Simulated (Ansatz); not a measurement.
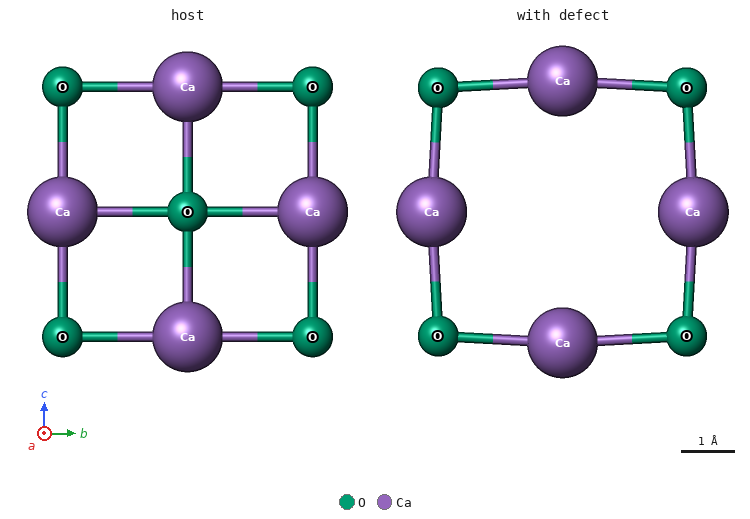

Left: perfect CaO. Right: the same region with one point defect, after relaxing the atoms in a supercell of 64 sites. The picture is a ball-and-stick view of the atoms within 4.6 Å of one point, in a slice 4.2 Å thick across the line of sight, seen along the a axis.

The calculation used DFT, PBEsol, PAW, plane waves in Ansatz 0.2.0. (plane-wave cutoff 420 eV; k-point mesh 1 × 1 × 1; mesh shifted by (0.25, 0.25, 0.25); collinear spin) Fermi-Dirac smearing of 0.01 eV. A uniform background neutralises the charged cell. The axes drawn are those of the host's conventional cell.

Question: What kind of defect was made?

Answer: An oxygen atom is taken out (a vacancy).

The charge state of the cell is +1.

Question: What does the relaxation do around it?

Answer: Around the empty O site the host had 6 Ca at 2.38 Å; after relaxation the nearest atoms are 6 Ca at 2.49 to 2.50 Å. Of the host's atoms, a calcium atom moves furthest from its site, by 0.11 Å. The cell's net moment is 1.00 μB.

Limits of the set-up: the cell is charged, on a uniform background, and energies carry no finite-size correction.
